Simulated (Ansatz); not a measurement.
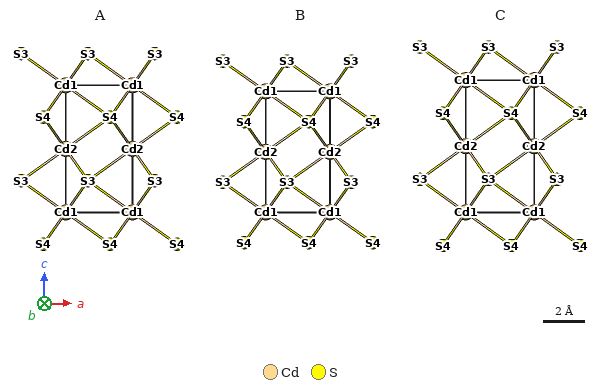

3 geometries from one relaxation of a crystal of CdS (built on the NiAs type), in shuffled order. A ball-and-stick model of the cell of the calculation, seen along the b axis.

The calculation used DFT, PBE, plane waves, PAW in Ansatz 0.2.0. Settings: plane-wave cutoff 420 eV; k-point mesh 12 × 12 × 4; occupations fermi dirac; smearing width 0.02 eV; no spin polarisation; cell and atoms relaxed; force threshold 0.005 eV/Å.

Question: Order the frames from highest to lowest energy.

Answer: B, A, C. They are steps 0, 1, 8, at +1.109 eV per cell of the calculation, +0.187 eV per cell of the calculation relative to the last. The atoms keep their places relative to the cell (all moves are under 0.005 Å). The drawn cell changes as follows: a = b 3.636 → 3.877 Å (+6.6 %), c 5.926 → 6.478 Å (+9.3 %); the volume changes by +24.3 %. Some distances before and after: Cd1–S3 2.569 → 2.763 Å. The space group stays P6_3/mmc (No. 194). Over 6 accepted moves (8 points after the start) the energy falls by 1.109 eV per cell of the calculation. All forces vanish by symmetry, so only the cell relaxes. The pressure goes from 26.12 to 0.00 GPa. At 2 points the geometry stayed and the basis and grid were re-selected for the new cell (energy shift of 4.8 meV per cell of the calculation at most each time). The run took 29 s on 2 threads of Arm Neoverse V1, on a shared host, peak memory 0.4 GiB.
